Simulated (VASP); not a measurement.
**ZrS$_{2}$: geometry relaxation (part 3 of 4)**

The same run, continued: ZrS$_{2}$ (P-3m1, 3 atoms in the cell); Kohn-Sham DFT of a periodic cell, LDA, VASP PAW LDA potentials, recommended, no spin polarisation (VASP 6.6.1); cutoff 300 eV, 4×4×2 k-mesh, Gaussian smearing of 0.02 eV. The structure derives from a Materials Project entry.

Geometry of the input (Å; fractional positions):
```
3.6711  0.0000  0.0000
-1.8356  3.1793  0.0000
0.0000  0.0000  6.1079
Zr 0.0000  0.0000  0.0000
S  0.6667  0.3333  0.7640
S  0.3333  0.6667  0.2360
```

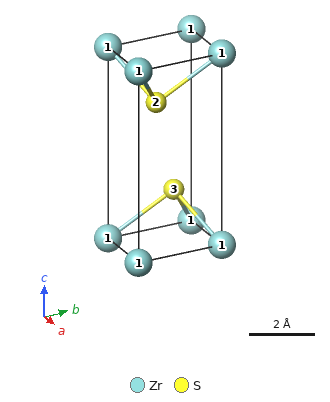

Fig. 1: The structure as given in the input (ball-and-stick view of the cell of the calculation, seen slightly off an axis; atoms are numbered from 1 in the order of the input).

**Parts of OUTCAR, continued**
```
  FORCE on cell =-STRESS in cart. coord.  units (eV):
  Direction    XX          YY          ZZ          XY          YZ          ZX
  --------------------------------------------------------------------------------------
  -------------------------------------------------------------------------------------
  Total        2.2764698      2.2764698      1.7242948      0.0000000     -0.0000000     -0.0000000
  in kB       55.4239716     55.4239715     41.9804668      0.0000001     -0.0000000     -0.0000000
  external PRESSURE =      50.9428033 kB  Pullay stress =       0.0000000 kB

 VOLUME and BASIS-vectors are now :
 -----------------------------------------------------------------------------
  energy-cutoff  :      300.00
  volume of cell :       65.81
      direct lattice vectors                 reciprocal lattice vectors
     3.572560863 -0.000000000  0.000000000     0.279911257  0.161606839  0.000000000
    -1.786280427  3.093928460  0.000000000     0.000000000  0.323213679  0.000000000
    -0.000000000 -0.000000000  5.953672328    -0.000000000 -0.000000000  0.167963560

 POSITION                                       TOTAL-FORCE (eV/Angst)
 -----------------------------------------------------------------------------------
      0.00000     -0.00000      0.00000         0.000000     -0.000000      0.000000
      1.78628      1.03131      4.55972         0.000000      0.000000     -0.903477
     -0.00000      2.06262      1.39395        -0.000000     -0.000000      0.903477
 -----------------------------------------------------------------------------------
    total drift:                                0.000000      0.000000     -0.000000

  FREE ENERGIE OF THE ION-ELECTRON SYSTEM (eV)
  ---------------------------------------------------
  free  energy   TOTEN  =       -23.2206437060 eV

  energy  without entropy=      -23.2206437060  energy(sigma->0) =      -23.22064371

--------------------------------------- Ionic step        3  -------------------------------------------

 number of electron      24.0000010 magnetization

------------------------ aborting loop because EDIFF is reached ----------------------------------------

  FORCE on cell =-STRESS in cart. coord.  units (eV):
  Direction    XX          YY          ZZ          XY          YZ          ZX
  --------------------------------------------------------------------------------------
  -------------------------------------------------------------------------------------
  Total       -0.0341213     -0.0341213     -0.1923175     -0.0000000      0.0000000     -0.0000000
  in kB       -0.7942060     -0.7942060     -4.4763744     -0.0000000      0.0000000     -0.0000000
  external PRESSURE =      -2.0215954 kB  Pullay stress =       0.0000000 kB

 VOLUME and BASIS-vectors are now :
 -----------------------------------------------------------------------------
  energy-cutoff  :      300.00
  volume of cell :       68.83
      direct lattice vectors                 reciprocal lattice vectors
     3.627631651 -0.000000000  0.000000000     0.275661946  0.159153498  0.000000000
    -1.813815820  3.141621161  0.000000000     0.000000000  0.318306998  0.000000000
    -0.000000000 -0.000000000  6.039847671    -0.000000000 -0.000000000  0.165567090

 POSITION                                       TOTAL-FORCE (eV/Angst)
 -----------------------------------------------------------------------------------
     -1.81382      3.14162      0.00000        -0.000000      0.000000      0.000000
      1.81382      1.04721      4.61909         0.000000      0.000000     -0.226717
     -0.00000      2.09441      1.42076        -0.000000     -0.000000      0.226717
 -----------------------------------------------------------------------------------
    total drift:                               -0.000000      0.000000      0.000000

  FREE ENERGIE OF THE ION-ELECTRON SYSTEM (eV)
  ---------------------------------------------------
  free  energy   TOTEN  =       -23.2724512401 eV

  energy  without entropy=      -23.2724512401  energy(sigma->0) =      -23.27245124

 E-fermi :   4.7166     XC(G=0):  -9.9674     alpha+bet :-11.6273

 val. band max:        4.5860000322   @ k =   0.0000   0.0000   0.0000
 cond. band min:       5.3483457565   @ k =   0.5000  -0.0000   0.5000
 fundamental gap:      0.7623457243
 Fermi energy:         4.7165571273

 k-point     1 :       0.0000    0.0000    0.0000
  band No.  band energies     occupation
      1     -43.9726      2.00000
      2     -22.2497      2.00000
      3     -22.0586      2.00000
      4     -22.0586      2.00000
      5      -8.1580      2.00000
      6      -6.5957      2.00000
      7       0.0069      2.00000
      8       1.7317      2.00000
      9       1.7317      2.00000
     10       4.5281      2.00000
     11       4.5860      2.00000
     12       4.5860      2.00000
     13       6.0810      0.00000
     14       6.0810      0.00000
     15       6.8348      0.00000
     16       9.6979      0.00000

 k-point     2 :       0.2500   -0.0000    0.0000
  band No.  band energies     occupation
      1     -43.9601      2.00000
      2     -22.2275      2.00000
      3     -22.2102      2.00000
      4     -22.0940      2.00000
      5      -7.5408      2.00000
      6      -6.7360      2.00000
      7       0.7956      2.00000
      8       1.3744      2.00000
      9       2.0050      2.00000
     10       2.0276      2.00000
     11       3.5933      2.00000
     12       4.1656      2.00000
     13       5.9291      0.00000
     14       7.3079      0.00000
     15       7.5561      0.00000
     16       9.5986      0.00000

 k-point     3 :       0.5000   -0.0000    0.0000
  band No.  band energies     occupation
      1     -43.9476      2.00000
      2     -22.3846      2.00000
      3     -22.1761      2.00000
      4     -22.1296      2.00000
      5      -7.1016      2.00000
      6      -6.5669      2.00000
      7       0.0202      2.00000
      8       1.9012      2.00000
      9       1.9838      2.00000
     10       2.0305      2.00000
     11       2.7602      2.00000
     12       3.4465      2.00000
     13       5.5911      0.00000
     14       7.9476      0.00000
     15       8.2982      0.00000
     16      10.5353      0.00000

 k-point     4 :       0.2500    0.2500    0.0000
  band No.  band energies     occupation
      1     -43.9475      2.00000
      2     -22.3216      2.00000
      3     -22.1965      2.00000
      4     -22.1746      2.00000
      5      -6.8534      2.00000
      6      -6.8271      2.00000
      7       0.7659      2.00000
      8       1.2424      2.00000
      9       1.7791      2.00000
     10       2.1552      2.00000
     11       2.3815      2.00000
     12       3.3809      2.00000
     13       6.6479      0.00000
     14       7.5171      0.00000
     15       8.0623      0.00000
     16       9.2420      0.00000

 k-point     5 :       0.0000    0.0000    0.5000
  band No.  band energies     occupation
      1     -43.9726      2.00000
      2     -22.2506      2.00000
      3     -22.0582      2.00000
      4     -22.0582      2.00000
      5      -7.9194      2.00000
      6      -6.9690      2.00000
      7       1.0621      2.00000
      8       1.7635      2.00000
      9       1.7635      2.00000
     10       2.7270      2.00000
     11       4.4675      2.00000
     12       4.4675      2.00000
     13       6.0497      0.00000
     14       6.0497      0.00000
     15       7.3090      0.00000
     16      10.0558      0.00000

 k-point     6 :       0.2500   -0.0000    0.5000
  band No.  band energies     occupation
      1     -43.9601      2.00000
      2     -22.2276      2.00000
      3     -22.2107      2.00000
      4     -22.0938      2.00000
      5      -7.3441      2.00000
      6      -6.9693      2.00000
      7       0.7455      2.00000
      8       1.4516      2.00000
      9       2.0025      2.00000
     10       2.3439      2.00000
     11       3.6147      2.00000
     12       3.8215      2.00000
     13       5.8450      0.00000
     14       7.3699      0.00000
     15       7.9269      0.00000
     16       9.1264      0.00000

 k-point     7 :       0.5000   -0.0000    0.5000
  band No.  band energies     occupation
      1     -43.9475      2.00000
      2     -22.3843      2.00000
      3     -22.1760      2.00000
      4     -22.1293      2.00000
      5      -7.1817      2.00000
      6      -6.4590      2.00000
      7      -0.0853      2.00000
      8       1.3105      2.00000
      9       1.8991      2.00000
     10       2.1605      2.00000
     11       3.6858      2.00000
     12       3.7797      2.00000
     13       5.3483      0.00000
     14       7.9392      0.00000
     15       8.2873      0.00000
     16      10.0342      0.00000

 k-point     8 :       0.2500    0.2500    0.5000
  band No.  band energies     occupation
      1     -43.9475      2.00000
      2     -22.3214      2.00000
      3     -22.1965      2.00000
      4     -22.1746      2.00000
      5      -6.9321      2.00000
      6      -6.7447      2.00000
      7       0.7082      2.00000
      8       0.8603      2.00000
      9       2.1078      2.00000
     10       2.2770      2.00000
     11       2.6695      2.00000
     12       3.3348      2.00000
     13       6.6913      0.00000
     14       6.9880      0.00000
     15       8.1054      0.00000
     16       9.5271      0.00000

[... ionic steps 4 to 22 ...]

--------------------------------------- Ionic step       23  -------------------------------------------

 number of electron      24.0000009 magnetization

------------------------ aborting loop because EDIFF is reached ----------------------------------------

  FORCE on cell =-STRESS in cart. coord.  units (eV):
  Direction    XX          YY          ZZ          XY          YZ          ZX
  --------------------------------------------------------------------------------------
  -------------------------------------------------------------------------------------
  Total        0.0143899      0.0143899      0.0323967      0.0000000      0.0000000      0.0000000
  in kB        0.3632652      0.3632652      0.8178384      0.0000000      0.0000000      0.0000000
  external PRESSURE =       0.5147896 kB  Pullay stress =       0.0000000 kB

 VOLUME and BASIS-vectors are now :
 -----------------------------------------------------------------------------
  energy-cutoff  :      300.00
  volume of cell :       63.47
      direct lattice vectors                 reciprocal lattice vectors
     3.611155618 -0.000000000  0.000000000     0.276919664  0.159879642 -0.000000000
    -1.805577804  3.127352498  0.000000000     0.000000000  0.319759285 -0.000000000
     0.000000000  0.000000000  5.619794655    -0.000000000 -0.000000000  0.177942445

 POSITION                                       TOTAL-FORCE (eV/Angst)
 -----------------------------------------------------------------------------------
      0.00000      0.00000      0.00000        -0.000000      0.000000      0.000000
      1.80558      1.04245      4.17842        -0.000000     -0.000000     -0.001092
     -0.00000      2.08490      1.44138         0.000000      0.000000      0.001092
 -----------------------------------------------------------------------------------
    total drift:                               -0.000000     -0.000000     -0.000000

  FREE ENERGIE OF THE ION-ELECTRON SYSTEM (eV)
  ---------------------------------------------------
  free  energy   TOTEN  =       -23.3160640026 eV

  energy  without entropy=      -23.3160640026  energy(sigma->0) =      -23.31606400

--------------------------------------- Ionic step       24  -------------------------------------------

 number of electron      24.0000010 magnetization

------------------------ aborting loop because EDIFF is reached ----------------------------------------

  FORCE on cell =-STRESS in cart. coord.  units (eV):
  Direction    XX          YY          ZZ          XY          YZ          ZX
  --------------------------------------------------------------------------------------
  -------------------------------------------------------------------------------------
  Total       -0.0058568     -0.0058568     -0.0510829     -0.0000000     -0.0000000      0.0000000
  in kB       -0.1473839     -0.1473839     -1.2854867     -0.0000000     -0.0000000      0.0000000
  external PRESSURE =      -0.5267515 kB  Pullay stress =       0.0000000 kB

 VOLUME and BASIS-vectors are now :
 -----------------------------------------------------------------------------
  energy-cutoff  :      300.00
  volume of cell :       63.67
      direct lattice vectors                 reciprocal lattice vectors
     3.611053242 -0.000000000  0.000000000     0.276927515  0.159884175  0.000000000
    -1.805526616  3.127263838  0.000000000     0.000000000  0.319768351 -0.000000000
    -0.000000000  0.000000000  5.637937905    -0.000000000 -0.000000000  0.177369814

 POSITION                                       TOTAL-FORCE (eV/Angst)
 -----------------------------------------------------------------------------------
      3.61105     -0.00000      5.63794        -0.000000     -0.000000      0.000000
      1.80553      1.04242      4.19561        -0.000000      0.000000      0.002367
     -0.00000      2.08484      1.44233         0.000000     -0.000000     -0.002367
 -----------------------------------------------------------------------------------
    total drift:                                0.000000      0.000000     -0.000000

  FREE ENERGIE OF THE ION-ELECTRON SYSTEM (eV)
  ---------------------------------------------------
  free  energy   TOTEN  =       -23.3160232117 eV

  energy  without entropy=      -23.3160232117  energy(sigma->0) =      -23.31602321

--------------------------------------- Ionic step       25  -------------------------------------------

 number of electron      24.0000010 magnetization

 Free energy of the ion-electron system (eV)
  ---------------------------------------------------
  ext. energy  EPLUGINS =         0.00000000
  ---------------------------------------------------
  free energy    TOTEN  =       -23.31607407 eV

  energy without entropy =      -23.31607407  energy(sigma->0) =      -23.31607407

 E-fermi :   5.6449     XC(G=0): -10.2933     alpha+bet :-12.2797
```
